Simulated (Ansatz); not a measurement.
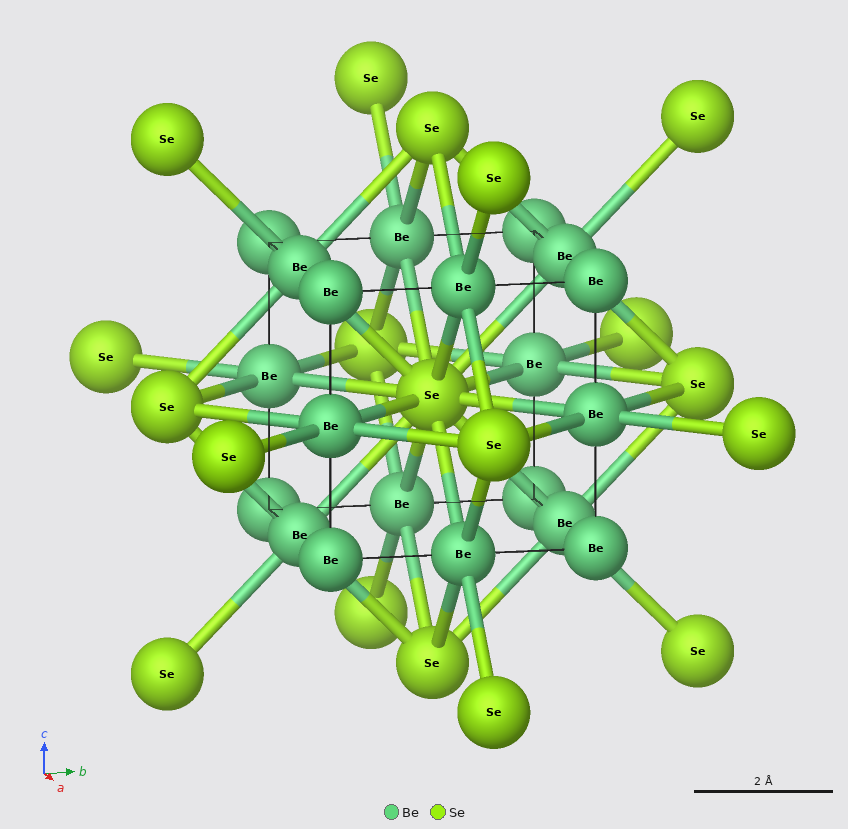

Ball-and-stick drawing of the structure, looking slightly off an axis. Atoms at the boundary of the conventional unit cell (the box) are drawn once for each face, edge or corner they touch. Every bond is drawn to its end, so some atoms lie outside the box. Cell: a = 3.96 Å, b = 3.96 Å, c = 3.96 Å, α = 90.00°, β = 90.00°, γ = 90.00°.

The structure was taken from a random cell made by a generator, so it need not be a real form of the compound. Earlier steps of the study may have refined or changed the cell and positions. A calculation with Ansatz used it as input.

Question: Summary of the structure:

Answer: The stoichiometry is Be4Se. Space group: Pm-3m (No. 221). Lattice: primitive cubic. It has 5 atoms to the cell (4 Be, 1 Se).

The numbers come from DFT PBE, scalar-relativistic, plane waves, PAW in Ansatz, using a cutoff energy of 420 eV, a 10×10×10 k-point grid, Gaussian smearing of 0.1 eV, no spin polarisation.

Question: What is the band gap, if any?

Answer: A metal: bands cross the Fermi level.

Question: What net charge does each kind of atom have (Bader)?

Answer: Be -3.07 to +1.31 e; Se -0.84 e.

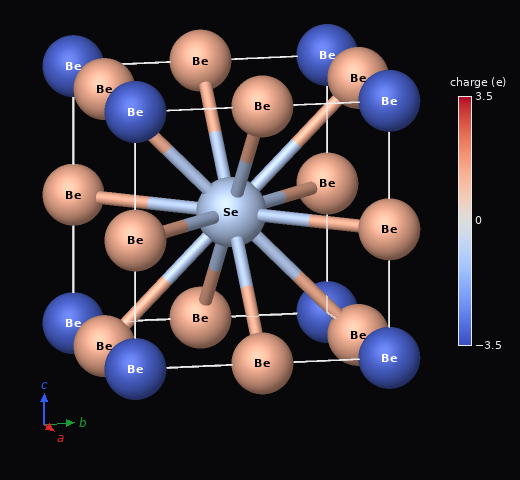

The atoms coloured by those charges. The run's cell of 5 atoms is drawn.

Question: Can this geometry be taken as optimised?

Answer: Yes. All forces vanish to within 0.01 eV/Å. The pressure is 0.0 GPa, close to zero.
